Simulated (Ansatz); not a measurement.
```
Mg S
1.0
     2.57941    0.00000   -2.57941
    -2.57941    2.57941    0.00000
     5.22375    5.22375    5.22375
Mg S
3 3
Cartesian
  0.0000 0.0000 0.0000
  2.6011 2.6010 0.0216
  2.6227 5.2021 2.6227
  0.0108 2.5903 0.0108
  2.6119 2.6119 2.6119
  5.2129 5.2129 2.6335
```

Space group R-3m; started from the rocksalt prototype, which need not be the ambient phase; changed on purpose from its base cell (epitaxial 111 strain -0.9%).

Theory: DFT, HSE06, plane waves, PAW (Ansatz).

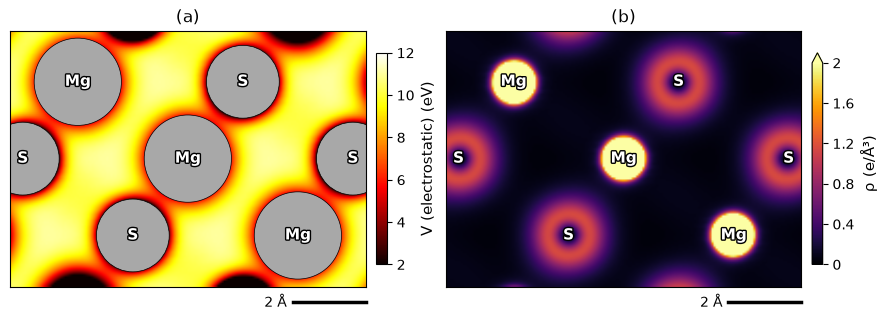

MgS. (a) electrostatic potential (local pseudopotential plus Hartree) felt by an electron; (b) valence charge density (pseudo) on the (110) plane of the conventional cell. Grey discs cover the atomic cores in the potential map.

**What do the fields say about this system?**

- The section cuts through Mg and S sites.
- Mg–S (2.59 Å): ρ is about 0.28 e/Å³ halfway.
- Between the atoms the lowest density in this plane is 0.04 e/Å³.
- Outside the cores the potential energy rises away from the atoms and is highest about 2.2 Å from the nearest atoms; its zero is arbitrary.

**Does the calculation make it a metal, or give it a gap?**

It is gapped, with a Kohn–Sham gap of 3.8 eV on the k-point mesh (the band edges may lie off the mesh, which would make the gap smaller).
